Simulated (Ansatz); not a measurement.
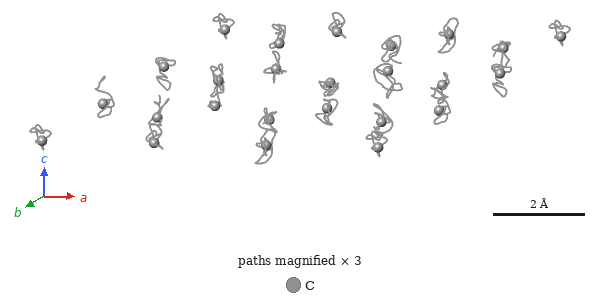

A Born-Oppenheimer molecular dynamics run of a slab of graphene monolayer (18 atoms in the cell), 130 fs long. Lines trace each atom's path, in the colour of its element; spheres stand at the starting positions. The excursions are magnified 3 times. Seen from a free direction in the simulation cell, with the vacuum cut short.

The calculation used DFT PBE, scalar-relativistic, plane waves, PAW in Ansatz 0.2.0. Settings: plane-wave cutoff 420 eV; k-point mesh 2 × 2 × 1; Fermi-Dirac smearing 0.05 eV; low-accuracy preset; Langevin thermostat (NVT); set temperature 700 K; time step 1 fs; friction 0.05 per fs.

Input
```yaml
accuracy: low
crystal:
  lattice:
    - [7.398, 0.0, 0.0]
    - [-3.699, 6.406856, 0.0]
    - [0.0, 0.0, 13.0]
  atoms:
    - { symbol: C, position: [0.0, 0.0, 0.0769231] }
    - { symbol: C, position: [0.22222222, 0.11111111, 0.0769231] }
    - { symbol: C, position: [0.0, 0.33333333, 0.0769231] }
    - { symbol: C, position: [0.22222222, 0.44444444, 0.0769231] }
    - { symbol: C, position: [0.0, 0.66666666, 0.0769231] }
    - { symbol: C, position: [0.22222222, 0.77777777, 0.0769231] }
    - { symbol: C, position: [0.33333333, 0.0, 0.0769231] }
    - { symbol: C, position: [0.55555556, 0.11111111, 0.0769231] }
    - { symbol: C, position: [0.33333333, 0.33333333, 0.0769231] }
    - { symbol: C, position: [0.55555556, 0.44444444, 0.0769231] }
    - { symbol: C, position: [0.33333333, 0.66666666, 0.0769231] }
    - { symbol: C, position: [0.55555555, 0.77777777, 0.0769231] }
    - { symbol: C, position: [0.66666667, 0.0, 0.0769231] }
    - { symbol: C, position: [0.88888889, 0.11111111, 0.0769231] }
    - { symbol: C, position: [0.66666667, 0.33333333, 0.0769231] }
    - { symbol: C, position: [0.88888889, 0.44444444, 0.0769231] }
    - { symbol: C, position: [0.66666667, 0.66666666, 0.0769231] }
    - { symbol: C, position: [0.88888889, 0.77777777, 0.0769231] }
basis:
  ecutwfc: 420.0
kpoints:
  mp_grid: { grid: [2, 2, 1] }
hamiltonian:
  xc: pbe
scf:
  occupations: { method: fermi_dirac, width: 0.05 }
  lower_state_search: "off"
md:
  timestep: 1
  n_steps: 130
  ensemble: nvt_langevin
  temperature: 700.0
  initial_velocities: maxwell_boltzmann
  seed: 375567
  friction: 0.05
```

Launched with:
```bash
ansatz run input.yaml --threads 1 --pin off --max-ram 3072MiB --backend cpu --events-out ev --progress --plain --runs-dir out
```

### How do the atoms move?

In the second half of the run the atoms are, in the root-mean-square, this far from where they began (common drift taken out): C 0.10 Å. That is small against the typical shortest distance between atoms in the first frame, about 1.4 Å: the atoms vibrate about their sites and the arrangement holds.

Limits of the set-up: the program's low-accuracy preset was used.
